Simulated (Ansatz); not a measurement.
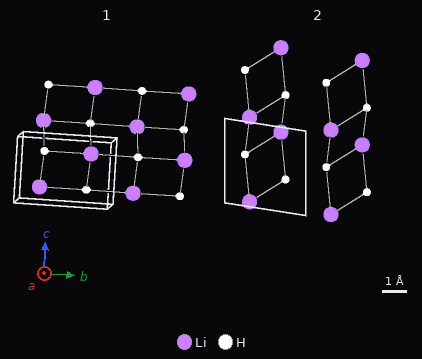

Two geometries of solid LiH (built on the random type) (coarse preliminary run), drawn at one scale. One is the start of a relaxation, the other its converged end. A ball-and-stick model of the cell of the calculation, repeated 1 × 2 × 2 with one cell outlined, seen along the a axis.

All numbers below come from Ansatz 0.2.0, DFT PBE, scalar-relativistic, plane waves, PAW. Set-up: plane-wave cutoff 420 eV; k-point mesh 6 × 6 × 6; occupations gaussian; smearing width 0.1 eV; no spin polarisation; cell and atoms relaxed; force threshold 0.04 eV/Å; at most 70 steps.

Which geometry has the lower energy?

Structure 1 is the relaxed one. Case: random cell with space group P-1 (No. 2). The largest moves relative to the cell, 0.58 Å, are those of Li atoms. By element the largest moves are Li 0.58 Å, H 0.46 Å. Cell: a 3.070 → 2.832 Å (−7.7 %), b 3.556 → 4.005 Å (+12.6 %), c 3.621 → 2.834 Å (−21.7 %), α 97.2° → 90.1°, β 97.8° → 89.6°, γ 100.3° → 90.3°. Volume −15.5 %. Among the contacts that change: H–Li 2.863 → 2.014 Å, Li–Li 1.994 → 2.806 Å, Li–Li 2.265 → 2.838 Å, H–Li 2.475 → 2.005 Å. The space group stays P-1 (No. 2). After 6 accepted moves (7 points after the start) the energy has fallen by 641 meV per atom. Largest force component: 1.6 eV/Å at the start, 0.026 eV/Å at the end. The pressure goes from 2.33 to 0.06 GPa. The SCF was repeated once at an unchanged geometry on a basis and grid sized afresh for the cell, which shifted the energy by 1.4 meV per atom at most. The run took 20 s on 1 thread of Arm Neoverse V1, with other jobs on the host, peak memory 0.32 GiB.
